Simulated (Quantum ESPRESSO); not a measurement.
**Energy of Ga along an even scaling of the cell**

System: Ga (C2/c, 2 atoms in the cell).
Method: Kohn-Sham DFT of a periodic cell, LDA, GBRV 1.5 LDA, no spin polarisation (Quantum ESPRESSO 7.5).

The 7 runs differ only in the geometry, by an even scaling of the cell at fixed fractional positions. The structure derives from an entry of the Crystallography Open Database.

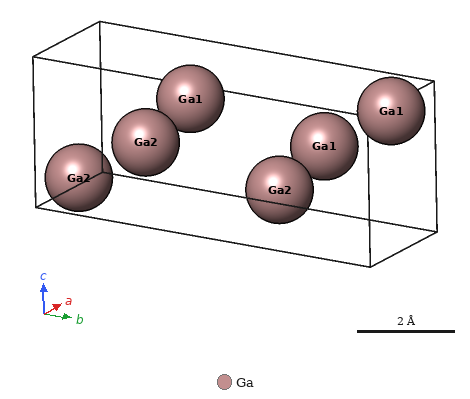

Figure 1. The structure of run 4 (spheres-only view of the cell 2 times as large as that of the calculation, set on its symmetry axes, seen at an oblique angle; atoms are numbered from 1 in the order of the input).

### Input of run 4
```
&CONTROL
  calculation = 'scf'
  prefix = 'pwscf'
  outdir = './tmp'
  pseudo_dir = './pseudo'
  tprnfor = .true.
  tstress = .true.
  disk_io = 'nowf'
/
&SYSTEM
  ibrav = 0
  nat = 2
  ntyp = 1
  ecutwfc = 56
  ecutrho = 448
  nbnd = 27
  occupations = 'smearing'
  smearing = 'fd'
  degauss = 0.00367493
/
&ELECTRONS
  conv_thr = 4d-10
  electron_maxstep = 120
  mixing_beta = 0.5
/
ATOMIC_SPECIES
Ga    69.7230 ga_lda_v1.4.uspp.F.UPF
CELL_PARAMETERS angstrom
   1.3830000000   -4.0265000000    0.0000000000
   1.3830000000    4.0265000000    0.0000000000
  -0.1174474948    0.0000000000    3.3299294416
ATOMIC_POSITIONS crystal
Ga     0.1310000000    0.8690000000    0.7500000000
Ga     0.8690000000    0.1310000000    0.2500000000
K_POINTS automatic
8 8 7 0 0 0
```

Command:
```bash
OMP_NUM_THREADS=1 mpirun -n 2 pw.x -nk 2 -in pw.in > pw.out
```

Lattice vectors (Å) and fractional positions of run 4:
```
   1.383000   -4.026500    0.000000
   1.383000    4.026500    0.000000
  -0.117447    0.000000    3.329929
Ga  0.131000  0.869000  0.750000
Ga  0.869000  0.131000  0.250000
```

Run 3 differs from it as follows:
```diff
-   1.3830000000   -4.0265000000    0.0000000000
-   1.3830000000    4.0265000000    0.0000000000
-  -0.1174474948    0.0000000000    3.3299294416
+   1.3737178411   -3.9994756958    0.0000000000
+   1.3737178411    3.9994756958    0.0000000000
+  -0.1166592328    0.0000000000    3.3075802485
```

### Results, with one run withheld

```csv
run,volume per atom (Å³),"free energy per atom, from the lowest run given (meV)",pressure (GPa)
1,17.431,0.00,−0.21
2,17.801,1.67,−1.42
3,18.172,?,?
4,18.543,12.66,−3.47
5,18.914,21.41,−4.34
6,19.285,31.98,−5.02
7,19.656,44.21,−5.70
```

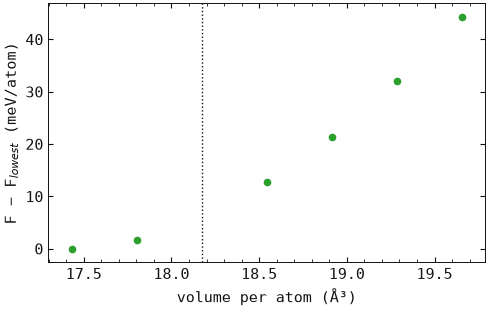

Figure 2. Free energy per atom of the runs given; the dotted line marks run 3.

Estimate the energy of run 3 from the others.

A cubic polynomial in V^(−2/3) (the Birch–Murnaghan form), fitted to the 6 runs given, misses them by at most 0.01 meV per atom. With x = V^(−2/3) − 0.14257 Å⁻², it reads F = 13.361 − 4178.4 x + 3.2163e+05 x² + 7.4527e+05 x³ (meV per atom). At run 3 it gives 5.99 meV per atom, and the run itself gives 5.99. The slope of the fit gives a pressure −dF/dV of −2.39 GPa there, and the run prints −2.54 GPa. The two needn't agree exactly: the fit is approximate, and the printed stress is taken on a finite basis. The fit has no minimum inside this range.

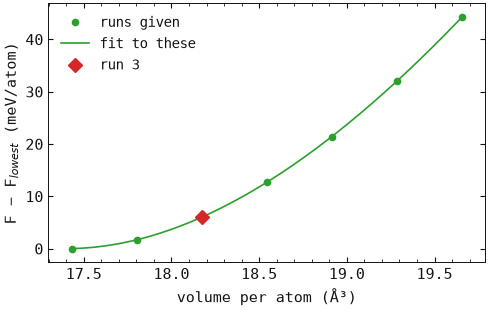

Figure 3. The fit and the withheld run.

### Some lines of the output (run 3)
```
[...]
     total energy              =    -820.81634590 Ry
     total energy              =    -829.71653430 Ry
     total energy              =    -829.81067822 Ry
     total energy              =    -829.94491740 Ry
     total energy              =    -829.94548548 Ry
     total energy              =    -829.94590435 Ry
     total energy              =    -829.94593976 Ry
     total energy              =    -829.94594298 Ry
     total energy              =    -829.94594303 Ry
     the Fermi energy is    11.3896 ev
!    total energy              =    -829.94594303 Ry
     The total energy is F=E-TS. E is the sum of the following terms:
     Computing stress (Cartesian axis) and pressure
          total   stress  (Ry/bohr**3)                   (kbar)     P=      -25.43
```
